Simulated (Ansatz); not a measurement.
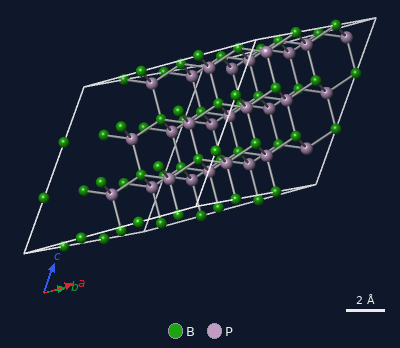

This is the input geometry for a relaxation of a defect cell of composition B26P27 (cell charge −3). Style: ball-and-stick. Shown: the cell of the calculation, from a free direction.

Level of theory: DFT, PBE, plane-wave PAW, default files, scalar-relativistic (Ansatz 0.2.0).

Set-up: plane-wave cutoff 420 eV; k-point mesh 3 × 3 × 3; occupations fermi dirac; smearing width 0.01 eV; no spin polarisation; atoms relaxed in a fixed cell; force threshold 0.03 eV/Å; at most 40 steps.

```xyz
53
Lattice="0.0000 6.7982 6.7982 6.7982 0.0000 6.7982 6.7982 6.7982 0.0000" Properties=species:S:1:pos:R:3 pbc="T T T"
B     2.2661    9.0643    6.7982
B     4.5321   11.3304    6.7982
B     2.2661    6.7982    9.0643
B     4.5321    9.0643    9.0643
B     6.7982   11.3304    9.0643
B     4.5321    6.7982   11.3304
B     6.7982    9.0643   11.3304
B     9.0643   11.3304   11.3304
B     6.7982    2.2661    9.0643
B     9.0643    4.5321    9.0643
B    11.3304    6.7982    9.0643
B     9.0643    9.0643    4.5321
B     4.5321    4.5321    4.5321
B     6.7982    6.7982    4.5321
B    11.3304    9.0643    6.7982
B     6.7982    4.5321    6.7982
B     9.0643    6.7982    6.7982
B     6.7982    4.5321   11.3304
B     9.0643    6.7982   11.3304
B     4.5321    9.0643    4.5321
B     9.0643   11.3304    6.7982
B     4.5321    6.7982    6.7982
B     6.7982    9.0643    6.7982
B     4.5321    4.5321    9.0643
B     6.7982    6.7982    9.0643
B     9.0643    9.0643    9.0643
P     3.3991    3.3991    3.3991
P     5.6652    5.6652    3.3991
P     7.9313    7.9313    3.3991
P     5.6652    3.3991    5.6652
P     7.9313    5.6652    5.6652
P    10.1973    7.9313    5.6652
P     7.9313    3.3991    7.9313
P    10.1973    5.6652    7.9313
P    12.4634    7.9313    7.9313
P     3.3991    5.6652    5.6652
P     5.6652    7.9313    5.6652
P     7.9313   10.1973    5.6652
P     5.6652    5.6652    7.9313
P     7.9313    7.9313    7.9313
P    10.1973   10.1973    7.9313
P     7.9313    5.6652   10.1973
P    10.1973    7.9313   10.1973
P    12.4634   10.1973   10.1973
P     3.3991    7.9313    7.9313
P     5.6652   10.1973    7.9313
P     7.9313   12.4634    7.9313
P     5.6652    7.9313   10.1973
P     7.9313   10.1973   10.1973
P    10.1973   12.4634   10.1973
P     7.9313    7.9313   12.4634
P    10.1973   10.1973   12.4634
P    12.4634   12.4634   12.4634
```

**What does the optimiser find from here?**

Over 3 geometry steps the energy falls by 0.392 eV per cell of the calculation. Largest force component: 0.77 eV/Å at the start, 0.0079 eV/Å at the end. The largest moves, 0.10 Å, are those of P35, P47, P51 and P53. P53 goes along [1 1 1]. By element the largest moves are P 0.10 Å, B 0.04 Å. The cell stays as it was. Near-neighbour distances that change, for instance: B11–P43 1.962 → 1.948 Å, B10–P27 1.962 → 1.972 Å. Among the angles between lasting bonds that change: P43–B19–P51 109.5° → 114.4°, B1–P51–B7 109.5° → 105.9°, B11–P43–B19 109.5° → 112.6°.

History of the run:

```json
{"step": "0", "E − E(0), meV/atom": "0.00", "largest force component, eV/Å": "0.7725"}
{"step": "1", "E − E(0), meV/atom": "-6.76", "largest force component, eV/Å": "0.1421"}
{"step": "2", "E − E(0), meV/atom": "-7.30", "largest force component, eV/Å": "0.0976"}
{"step": "3", "E − E(0), meV/atom": "-7.39", "largest force component, eV/Å": "0.0079"}
```

After the run, drawn alike:

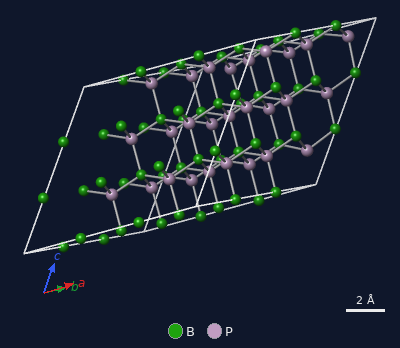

Limits of the set-up: the cell is charged, on a uniform background, and energies carry no finite-size correction.
